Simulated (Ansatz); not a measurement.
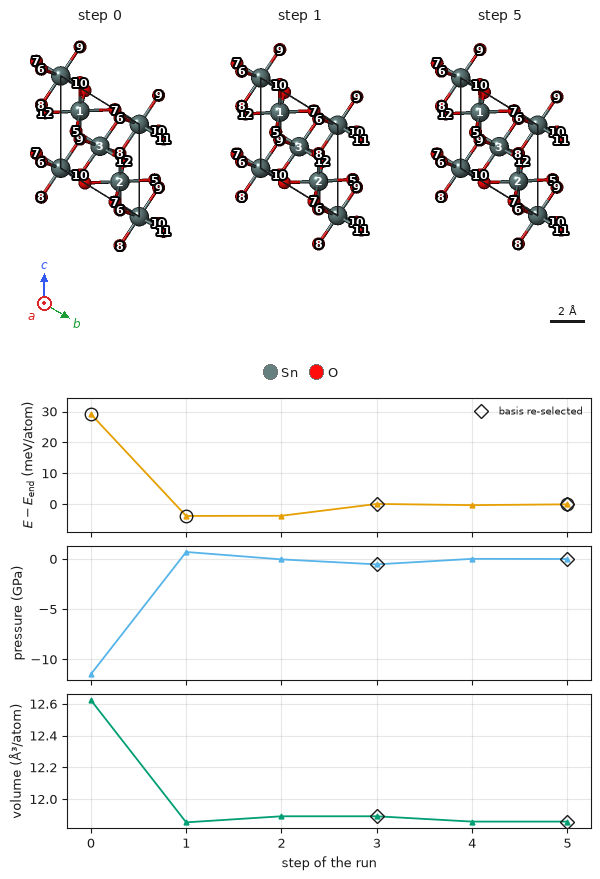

Frames of a relaxation of a crystal of SnO2 (set up in Imma) (coarse preliminary run), marked on the history of the run. Style: ball-and-stick. Shown: the cell of the calculation, along the a axis.

The calculation used DFT LDA, scalar-relativistic, plane waves, PAW in Ansatz 0.2.0. Set-up: plane-wave cutoff 420 eV; k-point mesh 4 × 4 × 4; occupations gaussian; smearing width 0.1 eV; no spin polarisation; cell and atoms relaxed; force threshold 0.05 eV/Å; at most 80 steps.

Question: What happens along the run?

Answer: The energy falls by 29.2 meV per atom in 3 accepted moves (5 points after the start). Largest force component: 0.14 eV/Å at the start, 0.0042 eV/Å at the end. Pressure: −11.47 GPa at the start and 0.00 GPa at the end. The SCF was repeated twice at an unchanged geometry on a basis and grid sized afresh for the cell, which shifted the energy by 3.8 meV per atom at most. The largest moves relative to the cell, 0.027 Å, are those of O atoms. Largest moves by element: O 0.027 Å, Sn 0.023 Å. The volume changes by −6.1 %, with a = b = c 5.820 → 5.699 Å (−2.1 %), α 112.1° → 112.0°. Near-neighbour distances that change, for instance: O–Sn 2.093 → 2.045 Å. The space group (tolerance 0.01 Å) goes from Imma (No. 74) to P4_2/mnm (No. 136). From step 0 to 1: volume −6.1 %, energy −32.9 meV per atom. From step 1 to 5: O atoms move most (0.02 Å), energy +3.8 meV per atom.

```csv
step,"E − E(0), meV/atom","largest force component, eV/Å","pressure, GPa","volume, Å³/atom",note
0,0.00,0.1403,-11.47,12.624,
1,-32.94,0.0835,0.70,11.854,
2,-32.88,0.0339,-0.03,11.892,
3,-29.06,0.0343,-0.53,11.892,"same geometry, new basis"
4,-29.44,0.0039,0.02,11.859,
5,-29.18,0.0042,0.00,11.859,"same geometry, new basis"
```
